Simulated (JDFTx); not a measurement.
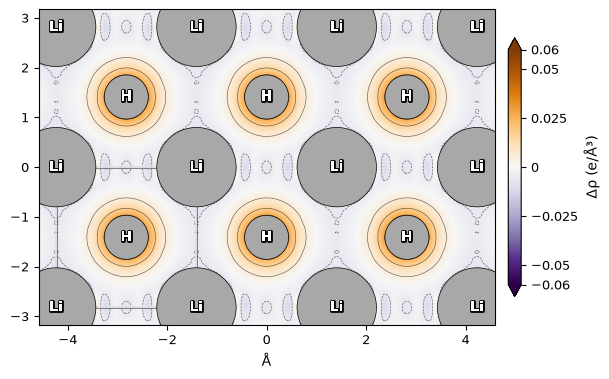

LiH. Difference of the valence pseudo-densities of two functionals at the same geometry, on the (110) plane of the calculation cell: r2SCAN less PBEsol.

Space group Fm-3m.

Both computed with JDFTx (plane waves, pseudopotentials), on the same k-point mesh. Grey discs cover the atomic cores.

```
Li H
1.0
     0.00000    1.99517    1.99517
     1.99517    0.00000    1.99517
     1.99517    1.99517    0.00000
Li H
1 1
Cartesian
  0.0000 0.0000 0.0000
  1.9952 1.9952 1.9952
```

Q: Where does the change of functional move the electrons?

A: Against PBEsol, r2SCAN gives less density around Li (−0.004 e/Å³ on average at 1.0 Å from the nucleus) and more density around H (+0.016 e/Å³ on average at 0.6 Å from the nucleus).
